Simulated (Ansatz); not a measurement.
Consider Sb₂Se₃.

Input file:

```
crystal:
  lattice:
    - [7.2513599201, 0.0, 0.0343965041]
    - [0.0, 4.015961839, 0.0]
    - [-0.0176546051, 0.0, 10.0714279117]
  atoms:
    - { symbol: Sb, position: [0.2482991541, 0.75, 0.9784528518] }
    - { symbol: Sb, position: [0.0885831675, 0.25, 0.6483633147] }
    - { symbol: Sb, position: [0.7517008459, 0.25, 0.0215471482] }
    - { symbol: Sb, position: [0.9114168325, 0.75, 0.3516366853] }
    - { symbol: Se, position: [0.9318141124, 0.75, 0.8343868865] }
    - { symbol: Se, position: [0.4117757132, 0.25, 0.831938841] }
    - { symbol: Se, position: [0.237125884, 0.75, 0.490756018] }
    - { symbol: Se, position: [0.0681858876, 0.25, 0.1656131135] }
    - { symbol: Se, position: [0.5882242868, 0.75, 0.168061159] }
    - { symbol: Se, position: [0.762874116, 0.25, 0.509243982] }
basis:
  ecutwfc: 420
kpoints:
  mp_grid: { grid: [6, 10, 4] }
hamiltonian:
  xc: pbe
scf:
  occupations: { method: gaussian, width: 0.02 }
output:
  forces: true
  stress: true
  eigenvalues: true
  write_density: true
  write_potential: true
  elf: true
  volumetric_format: npy
relax:
  adjacent_minimum: "off"
  f_tol: 0.01
  max_steps: 30
  cell: { stress_tol: 0.1, fix: [volume] }
```

Launched as:

```sh
ansatz run input.yaml --threads 1 --pin off --max-ram 2560MiB --backend cpu --events-out ev --progress --plain --runs-dir out
```

Below, planes, directions and counts refer to the conventional cell (a = 7.17 Å, b = 4.04 Å, c = 10.12 Å, α = 90.00°, β = 91.00°, γ = 90.00°).

The fields are those of the relaxed geometry.

Space group P2₁/m; a generated structure, not necessarily the stable one; changed on purpose from its base cell (volume × 0.94, shape and atoms relaxed).

The calculation used DFT PBE, scalar-relativistic, plane waves, PAW in Ansatz.

What can the converged valence pseudo-density and electron localisation function tell about the bonding?

Answer. Sb–Se (2.99 Å): the density is about 0.25 e/Å³ at the midpoint; the ELF is about 0.40 at the midpoint.
Sb–Se (3.04 Å): ρ is about 0.23 e/Å³ halfway; the ELF is about 0.40 at the midpoint.

Does the calculation make it a metal, or give it a gap?

Answer. It is gapped, with a Kohn–Sham gap of 0.49 eV on the k-point mesh, an upper bound to the gap of this method.

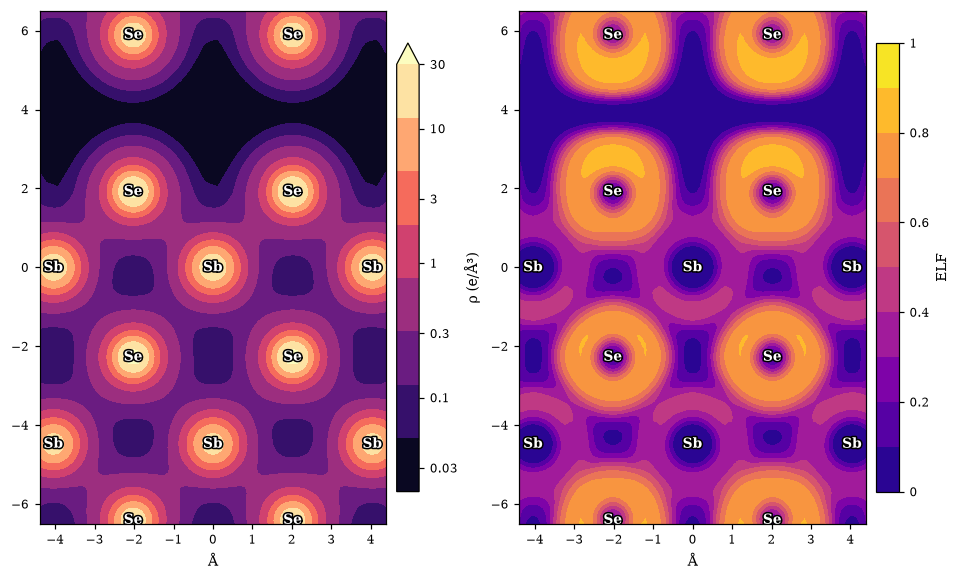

Computed valence pseudo-density and electron localisation function on the (101̄) plane of the conventional cell, in this order. 

The density is the valence pseudo-density of a PAW calculation; it isn't the true density close to the nuclei.
